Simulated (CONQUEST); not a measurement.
## Energy of BaF2 along an even scaling of the cell

System: BaF2 (Fm-3m, 6 atoms in the cell).
Method: Kohn-Sham DFT of a periodic cell, PBE, PseudoDojo NC PBE, no spin polarisation (CONQUEST 1.3).

The 7 runs differ only in the geometry, by an even scaling of the cell at fixed fractional positions. The structure derives from an entry of the Crystallography Open Database.

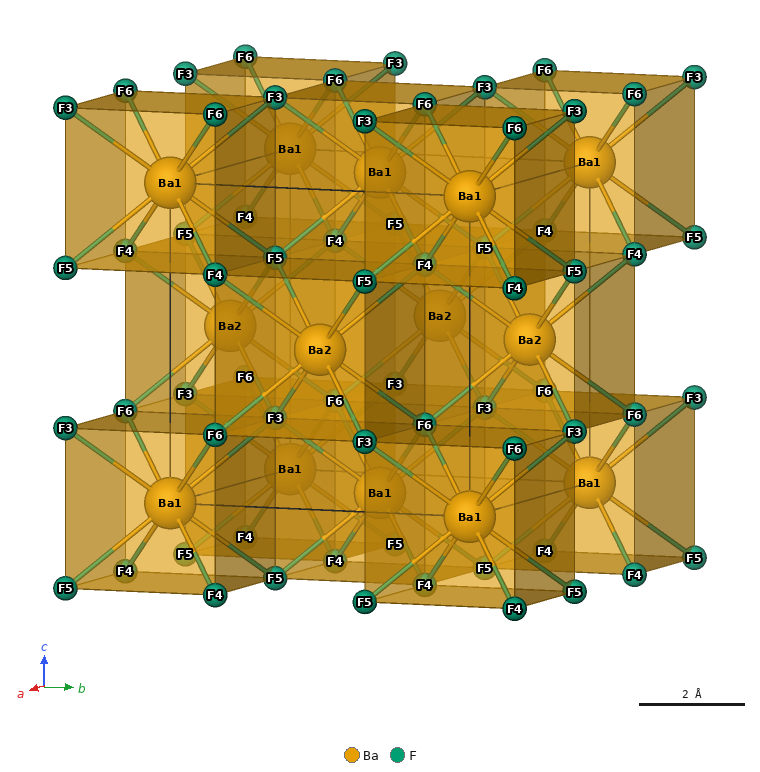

Figure 1. The structure of run 4 (polyhedral view of the cell 2 times as large as that of the calculation, set on its symmetry axes, seen slightly off an axis; polyhedra are completed across the faces of the cell; atoms are numbered from 1 in the order of the input).

### Input of run 4
```
IO.Title BaF2
IO.Coordinates coords.dat
IO.FractionalAtomicCoords T
IO.Iprint 2
IO.Iprint_init 1
General.NumberOfSpecies 2
General.PseudopotentialType hamann
AtomMove.TypeOfRun static
AtomMove.FullStress T
Grid.PointsAlongX 48
Grid.PointsAlongY 48
Grid.PointsAlongZ 72
DM.SolutionMethod diagon
Diag.MPMesh T
Diag.GammaCentred T
Diag.MPMeshX 6
Diag.MPMeshY 6
Diag.MPMeshZ 5
Diag.kT 0.00183747
minE.SCTolerance 1e-6
SC.MaxIters 100
IO.AtomChargeOutput T
%block ChemicalSpeciesLabel
1 137.330 Ba
2 19.000 F
%endblock
```

Command:
```bash
Conquest
```

Lattice vectors (Å) and fractional positions of run 4:
```
   4.384133    0.000000    0.000000
   0.000000    4.384133    0.000000
   0.000000    0.000000    6.200100
Ba  0.000000  0.000000  0.000000
Ba  0.500000  0.500000  0.500000
F   0.000000  0.500000  0.250000
F   0.500000  0.000000  0.750000
F   0.000000  0.500000  0.750000
F   0.500000  0.000000  0.250000
```

Run 6 has the same physical settings and fractional positions; its lattice vectors (Å) are:
```
   4.441825    0.000000    0.000000
   0.000000    4.441825    0.000000
   0.000000    0.000000    6.281690
```

### Results, with one run withheld

```tsv
run	volume per atom (Å³)	free energy per atom, from the lowest run given (meV)	pressure (GPa)	gap on the mesh (eV)
1	18.670	28.78	6.18	7.09
2	19.067	15.96	4.41	6.99
3	19.464	7.10	2.82	6.88
4	19.862	1.81	1.36	6.78
5	20.259	0.00	0.03	6.68
6	20.656	?	?	?
7	21.053	4.95	−1.98	6.48
```

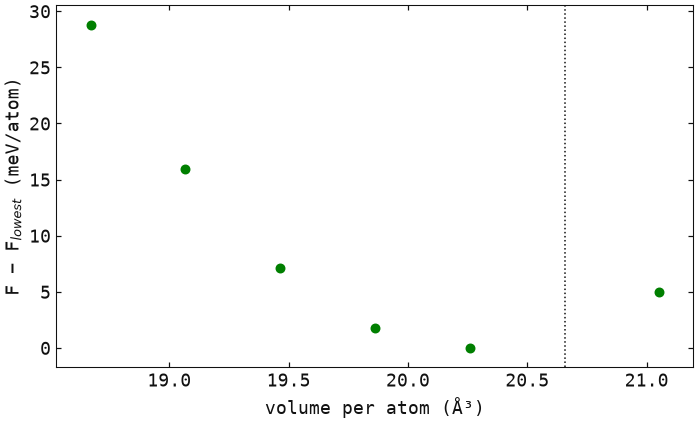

Figure 2. Free energy per atom of the runs given; the dotted line marks run 6.

Fit the runs given and predict run 6.

A cubic polynomial in V^(−2/3) (the Birch–Murnaghan form), fitted to the 6 runs given, misses them by at most 0.05 meV per atom. With x = V^(−2/3) − 0.13708 Å⁻², it reads F = 3.5299 + 2634.3 x + 4.8235e+05 x² − 5.0797e+05 x³ (meV per atom). At run 6 it gives 1.08 meV per atom, and the run itself gives 1.20. The slope of the fit gives a pressure −dF/dV of −1.02 GPa there, and the run prints −1.01 GPa. The fit has its minimum at 20.304 Å³ per atom, where V d²F/dV² gives 61.6 GPa: the bulk modulus at this level, since symmetry fixes the shape and the positions. The gap on the mesh goes, without turning, from 7.09 eV in run 1 to 6.48 eV in run 7; run 6 has 6.58 eV. These are gaps of this functional on this mesh, which can miss the band edges; they aren't the measured gap.

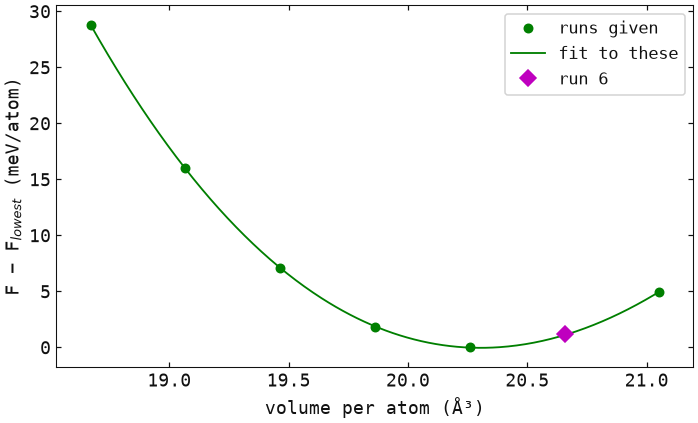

Figure 3. The fit and the withheld run.

### Some lines of the output (run 6)
```
[...]
      Using Fermi-Dirac smearing
          DFT Total Energy                 :      -155.129943332960238 Ha
          DFT Total Energy                 :      -155.246512696640167 Ha
          DFT Total Energy                 :      -155.272168643520274 Ha
          DFT Total Energy                 :      -155.272360029606034 Ha
          DFT Total Energy                 :      -155.272465992858770 Ha
          DFT Total Energy                 :      -155.272475755841583 Ha
          DFT Total Energy                 :      -155.272475770706109 Ha
          DFT Total Energy                 :      -155.272475781057381 Ha
      |* DFT total energy        =      -155.272475781057381 Ha
    force: Average pressure:     -1.00555122 GPa
```

Notes: With a small basis of atomic orbitals these values can differ much from converged plane-wave results.
